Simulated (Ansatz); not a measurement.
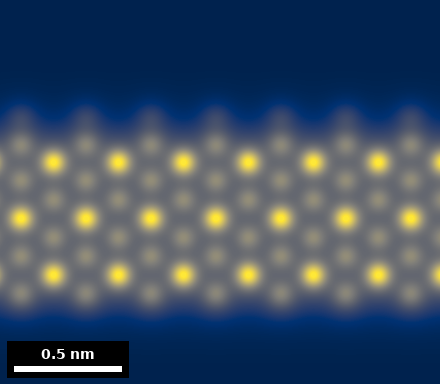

Cross-section of a (100) slab of TiB2 (P6/mmm) with overall composition Ti3B6H, seen along a direction in its plane, the normal pointing up. Simulated as the projected potential of neutral atoms (B = 0.5 Å²) blurred by a 0.65 Å probe, the thin-sample limit of integrated differential phase contrast. The display is stretched by a gamma of 0.65; percentages refer to the linear signal. Atomic positions: the end point of a relaxation in a fixed cell under constraints with DFT PBEsol, scalar-relativistic, plane waves, PAW (Ansatz).

How many atomic planes does the slab have, and what do they hold from top to bottom?

Answer. 10 planes (atoms within 0.35 Å in height count as one plane):

```csv
plane,content,depth below the top plane (Å)
1,H,0.0
2,B,1.2
3,Ti,2.0
4,B,2.9
5,B,3.8
6,Ti,4.6
7,B,5.5
8,B,6.4
9,Ti,7.3
10,B,8.1
```

How thick is it, and how does it end on either side?

Answer. The outermost planes are 8.1 Å apart. The upper face ends in H and the lower in B, so the sequence of planes is different from the two sides.
